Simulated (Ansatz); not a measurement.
# Run report: AlP, geometry relaxation (part 1 of 3)

The run: geometry relaxation of AlP (slab, 16 atoms in the cell). Method and program: DFT PBEsol, scalar-relativistic, plane waves, PAW, no spin polarisation (Ansatz 0.2.0).

The structure derives from an entry of the Crystallography Open Database. The input holds or restrains some coordinates. Forces given for the steps count only the free coordinates. It belongs to a series of runs on one base structure; here: lower part held, upper part relaxed from the bulk's places. Figures and captions count atoms from 1; the log counts them from 0 in places.

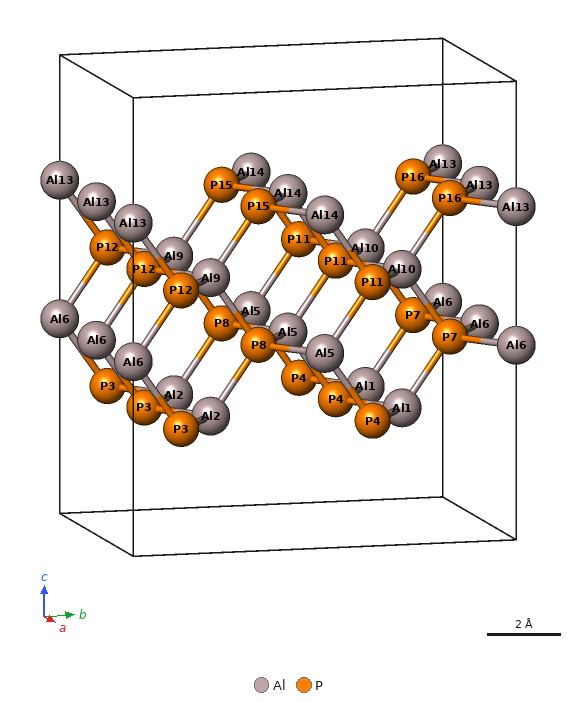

Fig. 1: The starting structure (ball-and-stick view of the 2 × 1 repeat of the cell, with the vacuum cut short, seen slightly off an axis; atoms are numbered from 1 in the order of the input). An atom can appear more than once, as a periodic image.

Input file:
```yaml
crystal:
  lattice:
    - [3.8681183878, 0.0, 0.0]
    - [0.0, 10.9406909697, 0.0]
    - [0.0, 0.0, 20.8021775816]
  atoms:
    - { symbol: Al, position: [0.5, 0.75, 0.3605391777] }
    - { symbol: Al, position: [0.5, 0.25, 0.3605391777] }
    - { symbol: P, position: [0.0, 0.125, 0.3605391777] }
    - { symbol: P, position: [0.0, 0.625, 0.3605391777] }
    - { symbol: Al, position: [0.0, 0.5, 0.4535130592] }
    - { symbol: Al, position: [0.0, 0.0, 0.4535130592] }
    - { symbol: P, position: [0.5, 0.875, 0.4535130592] }
    - { symbol: P, position: [0.5, 0.375, 0.4535130592] }
    - { symbol: Al, position: [0.5, 0.25, 0.5464869408] }
    - { symbol: Al, position: [0.5, 0.75, 0.5464869408] }
    - { symbol: P, position: [0.0, 0.625, 0.5464869408] }
    - { symbol: P, position: [0.0, 0.125, 0.5464869408] }
    - { symbol: Al, position: [0.0, 0.0, 0.6394608223] }
    - { symbol: Al, position: [0.0, 0.5, 0.6394608223] }
    - { symbol: P, position: [0.5, 0.375, 0.6394608223] }
    - { symbol: P, position: [0.5, 0.875, 0.6394608223] }
basis:
  ecutwfc: 420
kpoints:
  mp_grid: { grid: [7, 3, 1] }
hamiltonian:
  xc: pbesol
scf:
  occupations: { method: gaussian, width: 0.05 }
output:
  forces: true
  eigenvalues: true
  write_density: true
  write_potential: true
  elf: true
  volumetric_format: npy
relax:
  adjacent_minimum: "off"
  f_tol: 0.02
  max_steps: 90
  constraints: [{ sites: [0, 1, 2, 3, 4, 5, 6, 7] }]
efield:
  axis: 3
  dipole_correction: true
  ramp_width: 0.04
```

Hardware: 2 threads of Arm Neoverse V2, 24 GiB of memory available, shared host.

Run as:
```bash
ansatz run input.yaml --threads 2 --pin off --max-ram 5120MiB --backend cpu --events-out ev --progress --plain --runs-dir out
```

What the program printed:
```
Engine: ansatz 0.2.0, aarch64-unknown-linux-gnu
Pseudopotentials: kind: paw
Pseudopotential: Al, paw, valence charge 3, recommended cutoff 420 eV (normal), Al.paw.azcp
Pseudopotential: P, paw, valence charge 5, recommended cutoff 420 eV (normal), P.paw.azcp
Functional definition: PBEsol
  exchange = pbesol_x
  correlation = pbesol_c
Crystal: 16 atoms, lattice volume = 880.346 Å³
Basis set: ecut = 420 eV, 17253 PW (Γ), exchange–correlation on 54×150×288 points (8 copies of the dense FFT grid, shifted against one another)
Bands: 48, of which v1, the nominal top of the filled ones, is band 32 counted from 1 (31 counted from 0)
Symmetry: 4 space group operations
k-points: 8 of 21 (time reversal used)
Non-local potential: Al, projectors of the file, l = 0: 2, l = 1: 2, l = 2: 1
Non-local potential: P, projectors of the file, l = 0: 2, l = 1: 2, l = 2: 2
PAW form: soft (Blöchl's): semilocal exchange-correlation on the pseudo side does not see the compensation charge
PAW frozen core: Al, regenerated for the run's functional, and the local potential with it (the file was generated under x = pbe(κ = 0.804, μ = 0.2195149727645171), c = pbe(β = 0.06672455060314922))
PAW frozen core: P, regenerated for the run's functional, and the local potential with it (the file was generated under x = pbe(κ = 0.804, μ = 0.2195149727645171), c = pbe(β = 0.06672455060314922))
PAW one-centre angular grid: Al, 110 points (default); XC on 64 Gauss nodes
PAW one-centre angular grid: P, 110 points (default); XC on 64 Gauss nodes
Initial density: superposition of atomic densities (neutral atoms: chi_scale 0, normalization atom), corrected by the library's trained network
Initial wavefunctions: pseudopotential atomic-orbital guess
Functional: x = pbesol(κ = 0.804, μ = 0.12345679012345678), c = pbesol(β = 0.046)
SCF iter   1: F=—  HF=-10118.002973 eV  |F-HF|=—  |Δ(HF+E_count)|=         —  Δρ=1.73e-3  dr2=3.68e-2  ethr=1.77e-3  p=0.000 e·Å  D=1.47e-14 V/Å  ΔV_dip=-0.00 eV  dr2_dipole=1.66e-7  V_vac-E_F(+/−)=4.47/4.47 eV  ⟨swp⟩=10.4  Hψ=2492  notcnv=0  defer=18
efield: sawtooth ramp at fractional position 0.9800 (placed from the atoms, in the widest stretch of the axis that holds none; the zero of the levels goes with the place), width 0.0400; the density the first Hamiltonian is built on has a dipole p = 0.000 e·Å; the dipole correction subtracts the counter field D = 1.47e-14 V/Å, which shifts the + side's vacuum level by -0.00 eV against the − side's; the planar-averaged density in the ramp window peaks in size at 1.8e-5 e/Å³
preconditioner: auto → Resta (q_TF=auto, 1.763 Å⁻¹)  ε∞=2.8  [insulator: Δε(μ)=1.060 eV  Ē_g=7.525 eV  σ=0.050 eV  W_gap=1.00  n_scr=78 (ndim 8)  ℏωp=10.0 eV  f_vac=0.517  D(μ)=0.00/eV (n_scr^D=0)  ε∞_Penn≈2.8  vacuum switching on, ρ_ref=4.1e-3 e/Å³]
SCF iter   2: F=—  HF=-10118.004740 eV  |F-HF|=—  |Δ(HF+E_count)|=   1.77e-3  Δρ=8.55e-4  dr2=1.00e-2  ethr=5.74e-5  p=0.000 e·Å  D=4.83e-5 V/Å  ΔV_dip=-0.00 eV  dr2_dipole=1.07e-6  V_vac-E_F(+/−)=4.46/4.46 eV  ⟨swp⟩=2.4  Hψ=705  notcnv=0  defer=70
SCF iter   3: F=—  HF=-10118.007446 eV  |F-HF|=—  |Δ(HF+E_count)|=   2.71e-3  Δρ=3.28e-4  dr2=5.43e-3  ethr=1.57e-5  p=-0.001 e·Å  D=-2.03e-4 V/Å  ΔV_dip=0.00 eV  dr2_dipole=1.91e-5  V_vac-E_F(+/−)=4.42/4.41 eV  ⟨swp⟩=2.2  Hψ=485  notcnv=0  defer=70
SCF iter   4: F=—  HF=-10118.006728 eV  |F-HF|=—  |Δ(HF+E_count)|=   7.18e-4  Δρ=9.27e-5  dr2=1.57e-4  ethr=8.49e-6  p=0.001 e·Å  D=2.19e-4 V/Å  ΔV_dip=-0.00 eV  dr2_dipole=2.14e-5  V_vac-E_F(+/−)=4.42/4.43 eV  ⟨swp⟩=2.0  Hψ=417  notcnv=0  defer=70
SCF iter   5: F=—  HF=-10118.006848 eV  |F-HF|=—  |Δ(HF+E_count)|=   1.20e-4  Δρ=5.68e-5  dr2=4.27e-4  ethr=2.45e-7  p=-0.003 e·Å  D=-7.06e-4 V/Å  ΔV_dip=0.01 eV  dr2_dipole=2.23e-4  V_vac-E_F(+/−)=4.43/4.41 eV  ⟨swp⟩=3.1  Hψ=646  notcnv=0  defer=72
SCF iter   6: F=—  HF=-10118.006806 eV  |F-HF|=—  |Δ(HF+E_count)|=   4.19e-5  Δρ=2.03e-5  dr2=1.08e-5  ethr=2.45e-7  p=0.000 e·Å  D=8.91e-5 V/Å  ΔV_dip=-0.00 eV  dr2_dipole=3.27e-6  V_vac-E_F(+/−)=4.42/4.42 eV  ⟨swp⟩=2.0  Hψ=420  notcnv=0  defer=75
iter 7 did not close the SCF: its close was put off until two iterations running show no level that it waits for move by more than its bar (scf_convergence_deferred on its scf_iter line)
SCF iter   7: F=-10118.006812 eV  HF=-10118.006812 eV  |F-HF|=2.30e-7  |Δ(HF+E_count)|=   5.36e-6  Δρ=4.46e-6  dr2=4.69e-7  ethr=1.56e-8  p=0.000 e·Å  D=4.79e-6 V/Å  ΔV_dip=-0.00 eV  dr2_dipole=2.97e-8  V_vac-E_F(+/−)=4.42/4.42 eV  ⟨swp⟩=29.8  Hψ=4323  notcnv=0
iter 8 did not close the SCF: its close was put off until two iterations running show no level that it waits for move by more than its bar (scf_convergence_deferred on its scf_iter line)
SCF iter   8: F=-10118.006812 eV  HF=-10118.006812 eV  |F-HF|=1.19e-8  |Δ(HF+E_count)|=   4.31e-7  Δρ=1.42e-6  dr2=4.53e-8  ethr=7.34e-10  p=0.000 e·Å  D=9.23e-8 V/Å  ΔV_dip=-0.00 eV  dr2_dipole=7.35e-11  V_vac-E_F(+/−)=4.42/4.42 eV  ⟨swp⟩=14.1  Hψ=2915  notcnv=0
SCF iter   9: F=-10118.006812 eV  HF=-10118.006812 eV  |F-HF|=2.30e-9  |Δ(HF+E_count)|=   2.93e-8  Δρ=5.65e-7  dr2=8.13e-9  ethr=7.08e-11  p=-0.000 e·Å  D=-7.10e-7 V/Å  ΔV_dip=0.00 eV  dr2_dipole=2.43e-10  V_vac-E_F(+/−)=4.42/4.42 eV  ⟨swp⟩=9.4  Hψ=2610  notcnv=0
SCF 1 converged in 9 iterations: F = -10118.006812 eV  dr2 = 8.13e-9
  greatest PAW one-centre occupation: 0.787 electrons in one spin orbital (limit 2), on the P atom at site 3 (counted from 0), in its partial waves of l = 0
relax step   1: F+E_penalty+E_count = -10118.00681203 eV  Δ(F+E_penalty+E_count) = +0.000e0 eV  max|allowed force component| = 1.495e0 eV/Å  Δτ_max = 0.0000 Å  (9 SCF iters, dr2 threshold 1.00e-5 eV, accepted)
Initial density: handed on by an earlier stage of this run
Initial wavefunctions: those handed on with the density
iter 1 solved again at ethr=1.30e-4 eV; its pass at ethr=3.10e-3 eV (dr2=8.32e-2 eV) is discarded
SCF iter   1: F=—  HF=-10118.797956 eV  |F-HF|=—  |Δ(HF+E_count)|=         —  Δρ=2.52e-3  dr2=8.28e-2  ethr=1.30e-4  p=-0.000 e·Å  D=-7.64e-7 V/Å  ΔV_dip=0.00 eV  dr2_dipole=2.57e-3  V_vac-E_F(+/−)=4.36/4.36 eV  ⟨swp⟩=2.0  Hψ=1825  notcnv=0  defer=88
efield: sawtooth ramp at fractional position 0.9800 (handed on by an earlier solve), width 0.0400; the density the first Hamiltonian is built on has a dipole p = -0.000 e·Å; the dipole correction subtracts the counter field D = -7.64e-7 V/Å, which shifts the + side's vacuum level by +0.00 eV against the − side's; the planar-averaged density in the ramp window peaks in size at 2.8e-7 e/Å³
preconditioner: auto → Resta (q_TF=auto, 1.763 Å⁻¹)  ε∞=2.7  [insulator: Δε(μ)=1.156 eV  Ē_g=7.629 eV  σ=0.050 eV  W_gap=1.00  n_scr=78 (ndim 8)  ℏωp=10.0 eV  f_vac=0.525  D(μ)=0.00/eV (n_scr^D=0)  ε∞_Penn≈2.7  vacuum switching on, ρ_ref=4.2e-3 e/Å³]
SCF iter   2: F=—  HF=-10118.794817 eV  |F-HF|=—  |Δ(HF+E_count)|=   3.14e-3  Δρ=1.26e-3  dr2=1.97e-2  ethr=1.29e-4  p=-0.033 e·Å  D=-6.74e-3 V/Å  ΔV_dip=0.14 eV  dr2_dipole=3.38e-4  V_vac-E_F(+/−)=4.51/4.37 eV  ⟨swp⟩=2.1  Hψ=462  notcnv=0  defer=88
SCF iter   3: F=—  HF=-10118.800548 eV  |F-HF|=—  |Δ(HF+E_count)|=   5.73e-3  Δρ=5.77e-4  dr2=2.02e-2  ethr=3.08e-5  p=-0.014 e·Å  D=-2.94e-3 V/Å  ΔV_dip=0.06 eV  dr2_dipole=1.01e-2  V_vac-E_F(+/−)=4.46/4.40 eV  ⟨swp⟩=2.1  Hψ=502  notcnv=0  defer=88
SCF iter   4: F=—  HF=-10118.799194 eV  |F-HF|=—  |Δ(HF+E_count)|=   1.35e-3  Δρ=2.38e-4  dr2=3.51e-3  ethr=3.08e-5  p=-0.056 e·Å  D=-1.15e-2 V/Å  ΔV_dip=0.24 eV  dr2_dipole=1.19e-3  V_vac-E_F(+/−)=4.61/4.37 eV  ⟨swp⟩=2.0  Hψ=438  notcnv=0  defer=92
SCF iter   5: F=—  HF=-10118.799174 eV  |F-HF|=—  |Δ(HF+E_count)|=   2.04e-5  Δρ=9.57e-5  dr2=1.79e-4  ethr=5.49e-6  p=-0.050 e·Å  D=-1.02e-2 V/Å  ΔV_dip=0.21 eV  dr2_dipole=7.05e-7  V_vac-E_F(+/−)=4.60/4.38 eV  ⟨swp⟩=1.5  Hψ=454  notcnv=0  defer=92
SCF iter   6: F=-10118.799292 eV  HF=-10118.799273 eV  |F-HF|=1.84e-5  |Δ(HF+E_count)|=   9.97e-5  Δρ=3.89e-5  dr2=3.15e-5  ethr=1.56e-7  p=-0.051 e·Å  D=-1.05e-2 V/Å  ΔV_dip=0.22 eV  dr2_dipole=1.32e-7  V_vac-E_F(+/−)=4.60/4.38 eV  ⟨swp⟩=28.1  Hψ=4959  notcnv=0
SCF 2 converged in 6 iterations: F = -10118.799292 eV  dr2 = 3.15e-5
  greatest PAW one-centre occupation: 0.790 electrons in one spin orbital (limit 2), on the P atom at site 15 (counted from 0), in its partial waves of l = 0
relax step   2: F+E_penalty+E_count = -10118.79929163 eV  Δ(F+E_penalty+E_count) = -7.925e-1 eV  max|allowed force component| = 9.592e-1 eV/Å  Δτ_max = 0.1949 Å  (6 SCF iters, dr2 threshold 1.00e-4 eV, accepted)
SCF iter   1: F=—  HF=-10119.160995 eV  |F-HF|=—  |Δ(HF+E_count)|=         —  Δρ=2.23e-3  dr2=6.03e-2  ethr=1.09e-3  p=-0.051 e·Å  D=-1.05e-2 V/Å  ΔV_dip=0.22 eV  dr2_dipole=4.76e-4  V_vac-E_F(+/−)=4.60/4.38 eV  ⟨swp⟩=4.8  Hψ=1160  notcnv=0  defer=85
efield: sawtooth ramp at fractional position 0.9800 (handed on by an earlier solve), width 0.0400; the density the first Hamiltonian is built on has a dipole p = -0.051 e·Å; the dipole correction subtracts the counter field D = -1.05e-2 V/Å, which shifts the + side's vacuum level by +0.22 eV against the − side's; the planar-averaged density in the ramp window peaks in size at 1.5e-7 e/Å³
preconditioner: auto → Resta (q_TF=auto, 1.763 Å⁻¹)  ε∞=2.7  [insulator: Δε(μ)=1.121 eV  Ē_g=7.673 eV  σ=0.050 eV  W_gap=1.00  n_scr=78 (ndim 8)  ℏωp=10.0 eV  f_vac=0.529  D(μ)=0.00/eV (n_scr^D=0)  ε∞_Penn≈2.7  vacuum switching on, ρ_ref=4.3e-3 e/Å³]
SCF iter   2: F=—  HF=-10119.165118 eV  |F-HF|=—  |Δ(HF+E_count)|=   4.12e-3  Δρ=1.19e-3  dr2=1.67e-2  ethr=9.43e-5  p=-0.066 e·Å  D=-1.35e-2 V/Å  ΔV_dip=0.28 eV  dr2_dipole=2.98e-4  V_vac-E_F(+/−)=4.67/4.39 eV  ⟨swp⟩=2.0  Hψ=629  notcnv=0  defer=90
SCF iter   3: F=—  HF=-10119.172555 eV  |F-HF|=—  |Δ(HF+E_count)|=   7.44e-3  Δρ=3.74e-4  dr2=5.12e-3  ethr=2.61e-5  p=-0.089 e·Å  D=-1.83e-2 V/Å  ΔV_dip=0.38 eV  dr2_dipole=3.17e-6  V_vac-E_F(+/−)=4.76/4.38 eV  ⟨swp⟩=2.0  Hψ=556  notcnv=0  defer=90
SCF iter   4: F=—  HF=-10119.172614 eV  |F-HF|=—  |Δ(HF+E_count)|=   5.89e-5  Δρ=1.31e-4  dr2=5.82e-4  ethr=8.01e-6  p=-0.091 e·Å  D=-1.86e-2 V/Å  ΔV_dip=0.39 eV  dr2_dipole=6.91e-5  V_vac-E_F(+/−)=4.79/4.40 eV  ⟨swp⟩=2.0  Hψ=433  notcnv=0  defer=90
SCF iter   5: F=—  HF=-10119.172723 eV  |F-HF|=—  |Δ(HF+E_count)|=   1.09e-4  Δρ=5.94e-5  dr2=2.00e-4  ethr=9.09e-7  p=-0.097 e·Å  D=-1.99e-2 V/Å  ΔV_dip=0.41 eV  dr2_dipole=7.10e-5  V_vac-E_F(+/−)=4.81/4.40 eV  ⟨swp⟩=2.0  Hψ=500  notcnv=0  defer=90
SCF iter   6: F=—  HF=-10119.172740 eV  |F-HF|=—  |Δ(HF+E_count)|=   1.71e-5  Δρ=2.95e-5  dr2=6.55e-5  ethr=3.12e-7  p=-0.093 e·Å  D=-1.92e-2 V/Å  ΔV_dip=0.40 eV  dr2_dipole=3.16e-5  V_vac-E_F(+/−)=4.80/4.40 eV  ⟨swp⟩=2.1  Hψ=439  notcnv=0  defer=90
SCF iter   7: F=-10119.172736 eV  HF=-10119.172742 eV  |F-HF|=6.70e-6  |Δ(HF+E_count)|=   2.00e-6  Δρ=1.24e-5  dr2=8.30e-6  ethr=8.99e-8  p=-0.095 e·Å  D=-1.94e-2 V/Å  ΔV_dip=0.40 eV  dr2_dipole=4.30e-6  V_vac-E_F(+/−)=4.80/4.40 eV  ⟨swp⟩=28.5  Hψ=4960  notcnv=0
SCF 3 converged in 7 iterations: F = -10119.172736 eV  dr2 = 8.30e-6
  greatest PAW one-centre occupation: 0.795 electrons in one spin orbital (limit 2), on the P atom at site 15 (counted from 0), in its partial waves of l = 0
relax step   3: F+E_penalty+E_count = -10119.17273553 eV  Δ(F+E_penalty+E_count) = -3.734e-1 eV  max|allowed force component| = 3.785e-1 eV/Å  Δτ_max = 0.1948 Å  (7 SCF iters, dr2 threshold 5.75e-5 eV, accepted)
```
